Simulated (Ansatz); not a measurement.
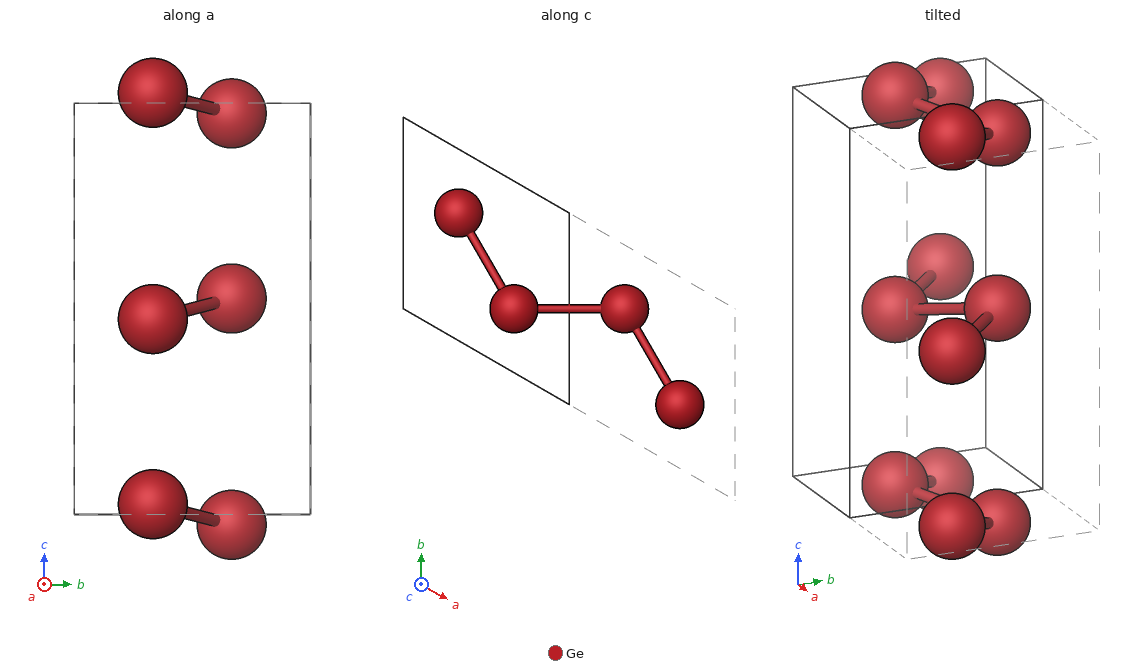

The crystal in a ball-and-stick representation, seen along the a axis, along the c axis and slightly off an axis. Solid lines give the conventional unit cell, repeated here 2×1×1 times.

The element is germanium. The symmetry is that of P6_3/mmc (No. 194), on a primitive hexagonal lattice. The cell holds four atoms. Each Ge has three Ge in a trigonal planar arrangement. The bonds build Ge layers parallel to (001).

It goes back to a structure listed in the Materials Project. The cell was then strained or its atoms displaced on purpose. An electronic-structure calculation with Ansatz was run on it.

At this level of theory the cell isn't at rest (forces up to 1.9 eV/Å), so its distances can differ from those at equilibrium, the more so the softer the solid.
